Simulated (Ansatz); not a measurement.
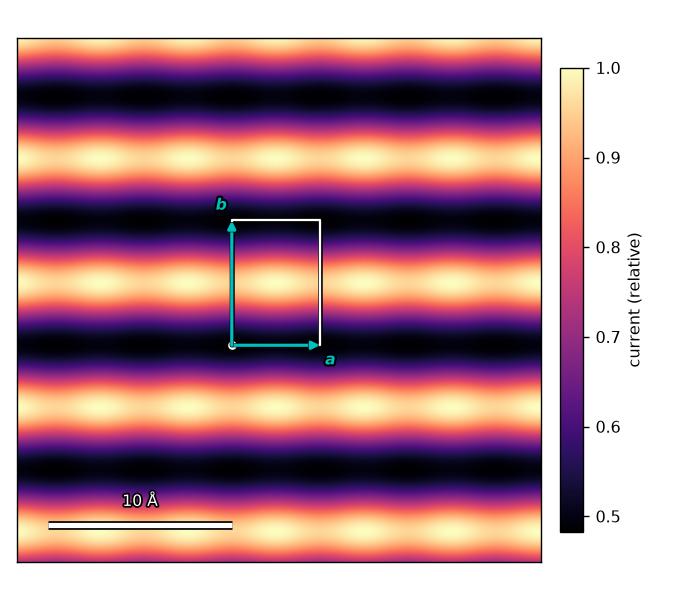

Constant-height image 4.5 Å above the topmost atom of K(110) (Fm-3m bulk, the cell from a database of computed structures, not from a measurement, 5 atomic planes (those closer than 0.6 Å count as one), 9 Å), sample bias −2.00 V. The white outline is the surface cell of the coordinates below, with its origin (dot) on a lattice point and its vectors a and b marked.

Model: Tersoff–Hamann, s-wave tip, no tip–sample forces. Bias windows are sharp sums over the levels of the k mesh.

Method: Ansatz, DFT PBE, scalar-relativistic, plane waves, PAW. Cutoff 420 eV, 18 × 13 k-points, Gaussian smearing 0.1 eV, dipole correction. The slab is a cut without reconstruction beyond its cell, at the source's lattice constants, with its lower half held fixed and the rest relaxed. This isn't the element's usual bcc form. No spin polarisation. The run warns that the functional's potential is rough in the thin density of the vacuum, where the tip is; weak contrasts and barriers may feel it.

```
K
1.0
     4.79683    0.00000    0.00000
     0.00000    6.78375    0.00000
     0.00000    0.00000   29.59367
K
5
Direct
  0.50000 0.50000 0.33791
  0.00000 0.00000 0.41896
  0.50000 0.50000 0.49539
  0.00000 0.00000 0.57547
  0.50000 0.50000 0.65086
```

> Which atoms or sites appear bright, which dark, and how strong is the contrast?

The brightest spots lie over the top K atoms; the darkest points are over the sites above the K atoms 2.2 Å below the top plane. The brightest point carries 2.1 times the current of the darkest.
